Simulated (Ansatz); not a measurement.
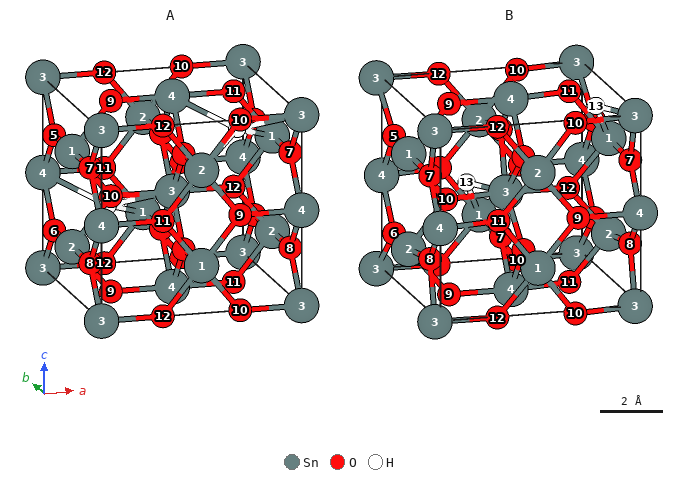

Two geometries of a defect cell of composition Sn4HO8 (cell charge −1), drawn at one scale. One is the start of a relaxation, the other its converged end. The picture is a ball-and-stick view of the larger cell on standard axes (2 times the calculation's cell), seen slightly off an axis.

Level of theory: DFT PBE, scalar-relativistic, plane waves, PAW in Ansatz 0.2.0. Set-up: plane-wave cutoff 420 eV; k-point mesh 3 × 3 × 3; occupations gaussian; smearing width 0.02 eV; no spin polarisation; atoms relaxed in a fixed cell; force threshold 0.02 eV/Å; at most 60 steps.

> Which geometry has the lower energy?

Structure B is the relaxed one. Case: H interstitial, charge -1, atoms relaxed. The atoms of the start lie slightly off their symmetric places, so part of the fall in energy undoes that. The atom that moves furthest is H13 (0.99 Å along [1 0 1]). By element the largest moves are H 0.99 Å, O 0.26 Å, Sn 0.23 Å. The lattice vectors keep their values. Near-neighbour distances that change, for instance: Sn2–H13 2.561 → 3.431 Å, Sn3–H13 2.539 → 1.749 Å, Sn4–H13 2.544 → 2.917 Å, Sn3–O5 2.089 → 2.192 Å. Among the angles between lasting bonds that change: O8–Sn2–O11 90.0° → 104.9°, O5–Sn3–O8 180.0° → 165.3°, O7–Sn3–O8 101.6° → 116.0°. After 15 accepted moves (16 points after the start) the energy has fallen by 1.004 eV per cell of the calculation. The largest force component goes from 0.45 to 0.01 eV/Å. 1 step only repeated the SCF at the same geometry.

Limits of the set-up: the periodic images lie only 5.8 Å apart, so the values are limited by the cell's size; the cell is charged, on a uniform background, and energies carry no finite-size correction.
